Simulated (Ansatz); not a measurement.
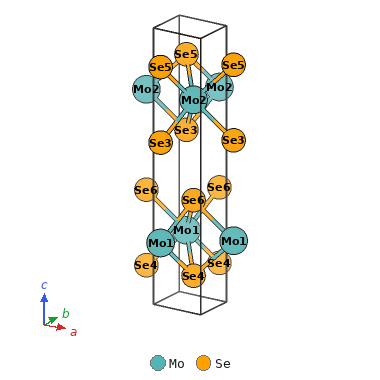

The system is MoSe2 (P6_3/mmc, No. 194; 6 atoms in the cell); the picture shows the reference structure. The energy is mapped over volume and the cell's shape. Coordinates scanned: (1) volume per atom; (2) c/a of the conventional cell. Nothing is relaxed (fractional coordinates fixed). The scan uses a 7 × 7 grid. Points are written as (first, second). Energies are in meV/atom, from the lowest grid point. The band gap closes in part of the range. Method: DFT LDA+D3(BJ), scalar-relativistic, plane waves, PAW in Ansatz 0.2.0. Settings: cutoff 420 eV, k-mesh 15×15×4 in the order of the run's cell vectors, gaussian smearing 0.05 eV, no spin polarisation.

Its coordinates:

```xyz
6
Lattice="3.2039 0.0000 0.0000 -1.6020 2.7747 0.0000 0.0000 0.0000 12.1661" Properties=species:S:1:pos:R:3 pbc="T T T"
Mo    0.0000    1.8498    3.0415
Mo    1.6020    0.9249    9.1246
Se    0.0000    1.8498    7.4617
Se    1.6020    0.9249    1.3787
Se    0.0000    1.8498   10.7874
Se    1.6020    0.9249    4.7044
```

Range: volume per atom from 16.58 to 19.47 Å³; c/a of the conventional cell from 3.505 to 4.114.

**Predict the map.**

The lowest grid point is at (18.03 Å³, 3.797). It is the only kind of minimum in the scanned range. The highest grid point, (16.58 Å³, 3.505), lies 134 meV/atom above the lowest. Round the minimum the valley is somewhat tilted: raising volume per atom shifts the best value of c/a of the conventional cell downwards (coupling k₁₂/√(k₁₁k₂₂) about 0.2).

```tsv
c/a of the conventional cell ↓, volume per atom →	16.58	17.06	17.55	18.03	18.51	18.99	19.47
4.114	97	64	47	46	56	78	108
4.006	76	41	23	20	30	50	80
3.900	66	30	10	5	13	32	60
3.797	67	28	7	0	6	24	50
3.697	79	38	14	5	9	25	50
3.600	101	57	31	20	22	36	59
3.505	134	87	59	45	45	56	78
```

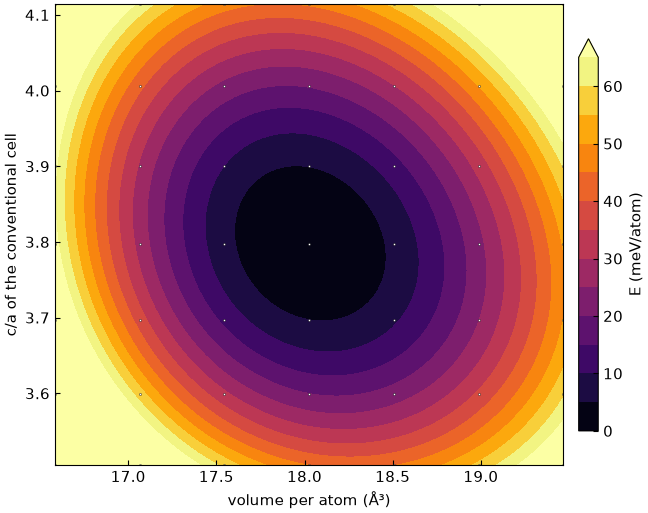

The picture shows filled contours, dots at the grid points, one colour for all values above the top of the scale. Between grid points the surface is interpolated.

Each point was launched as `ansatz run input.yaml --threads 2 --pin off --max-ram 4096MiB --backend cpu --events-out ev --progress --plain --runs-dir out`. The whole map (49 points run) took 23 min on 2 threads of Arm Neoverse N1, on a shared host.

PAW datasets: the set soft_1.
